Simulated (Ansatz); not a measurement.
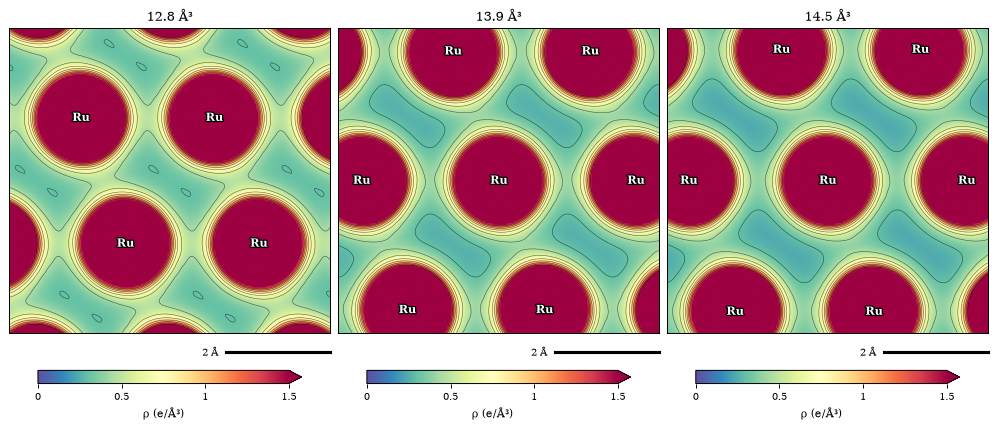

Ru. The valence charge density (pseudo) of cells scaled evenly to different volumes (given per atom above each panel), on the (010) plane of each (indices in the axes of the cell below), at one length scale and on one colour scale.

A generated structure, not necessarily the stable one; computed without spin polarisation.

Computed with DFT, r2SCAN, plane waves (500 eV) with PAW, scalar-relativistic (Ansatz).

In a PAW calculation such maps are meaningful between the atoms, not at the nuclei.

The largest cell:

```cif
data_structure
_symmetry_space_group_name_H-M 'P 1'
_symmetry_Int_Tables_number 1
_cell_length_a 2.7273
_cell_length_b 2.7273
_cell_length_c 2.7273
_cell_angle_alpha 109.471
_cell_angle_beta 109.471
_cell_angle_gamma 109.471
_cell_volume 15.62
loop_
_atom_site_label
_atom_site_type_symbol
_atom_site_fract_x
_atom_site_fract_y
_atom_site_fract_z
_atom_site_occupancy
Ru1 Ru 0.00000 0.00000 0.00000 1
```

| volume (Å³/atom) | Ru–Ru contact in the plane (Å) | ρ at its midpoint (e/Å³) | 
| --- | --- | --- |
| 12.83 | 2.554 | 0.493 | 
| 13.94 | 2.626 | 0.425 | 
| 14.50 | 2.661 | 0.399 | 
| 15.06 | 2.694 | ? | 
| 15.62 | 2.727 | 0.353 | 

Estimate the missing row, and compare with the calculation.

Answer. Over the known rows ln ρ falls by 1.93 per Å of Ru–Ru distance (a least-squares line), which gives 0.375 e/Å³ at 2.694 Å; the calculation gives 0.375 e/Å³.
